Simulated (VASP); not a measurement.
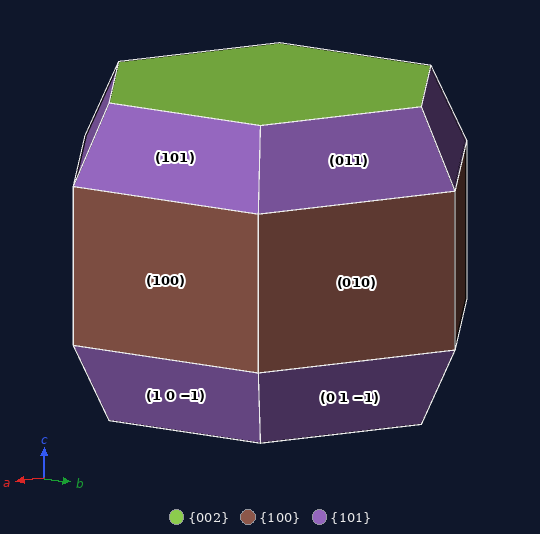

TaN, space group P6_3/mmc (No. 194), a = 2.907 Å, b = 2.907 Å, c = 5.899 Å, α = 90.00°, β = 90.00°, γ = 120.00°. Crystal habit computed by the BFDH rule (growth rate of a face proportional to 1/d, systematic absences taken into account). This is a geometric estimate, not an energy calculation. Source: the end point of a relaxation with VASP Kohn-Sham DFT of a periodic cell, optB86b-vdW, VASP PAW PBE potentials, recommended (VASP). Forms under 0.4 % of the area are left out.

### How many faces does the whole crystal have, by form?

20 faces: 6 of {100}, 12 of {101} and 2 of {002}.

### Why is the form written {002} rather than {001}?

The reflection 001 is extinguished by the screw axis (and also by a glide plane) of P6_3/mmc: equivalent layers repeat every d/2 = 2.950 Å, and the rule uses that shorter spacing.
